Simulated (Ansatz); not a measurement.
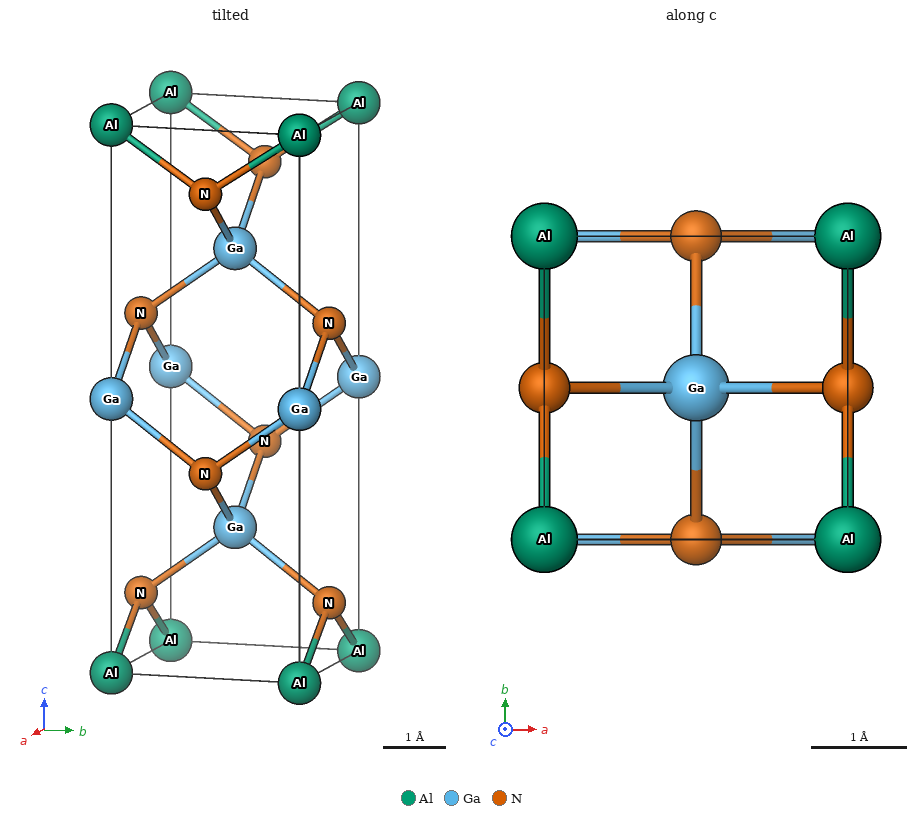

An orthographic ball-and-stick view of the structure, slightly off an axis and along the c axis. The wireframe shows the conventional unit cell. Cell: a = 3.19 Å, b = 3.19 Å, c = 9.01 Å, α = 90.00°, β = 90.00°, γ = 90.00°.

Origin of the cell: a structure type filled with these elements by a generator (whether the compound takes this form wasn't checked). Earlier steps of the study may have refined or changed the cell and positions. It was the input of a calculation with Ansatz.

Notes on the structure:

Answer. This is AlGa₃N₄. The structure has P-4m2 (No. 115) symmetry and a primitive tetragonal lattice. The cell comprises 1 formula unit: 1 Al, 3 Ga, 4 N. The neighbours of Al are four N in a tetrahedral arrangement at about 1.9 Å. The neighbours of Ga are four N in a tetrahedral arrangement at about 2.0 Å. N takes two kinds of site: 2g with two Al and two Ga in a tetrahedral arrangement (about 1.9 Å to Al, 2.0 Å to Ga); 2g with four Ga in a tetrahedral arrangement at about 2.0 Å. The bonds build a three-dimensional framework.

Method used: Ansatz 0.2.0, DFT r2SCAN, scalar-relativistic, plane waves, PAW. It ran with a cutoff energy of 500 eV, the zone sampled with 8×8×4 points, Gaussian smearing of 0.02 eV, no spin polarisation.

Metal or not?

Answer. A semiconductor at this level, with a gap of 2.49 eV, direct.

What net charge does each kind of atom have (Bader)?

Answer. Al +2.47 e; Ga +1.63 e; N -2.04 to -1.63 e.

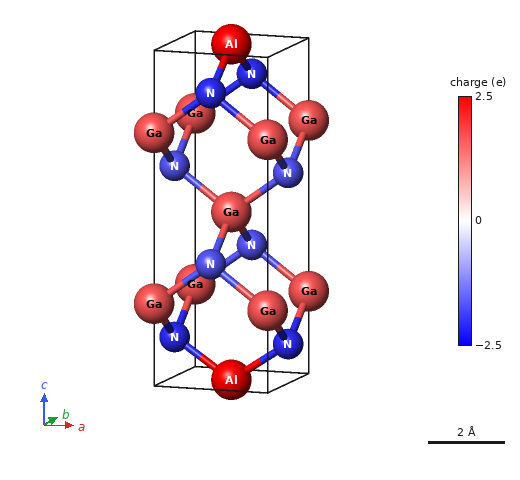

The atoms coloured by those charges. The run's cell of 8 atoms is drawn, so axes and origin can differ from the first picture.

Is the structure in equilibrium?

Answer. No. The largest force is 0.09 eV/Å, on N. The pressure is -5.8 GPa, so the cell would contract.
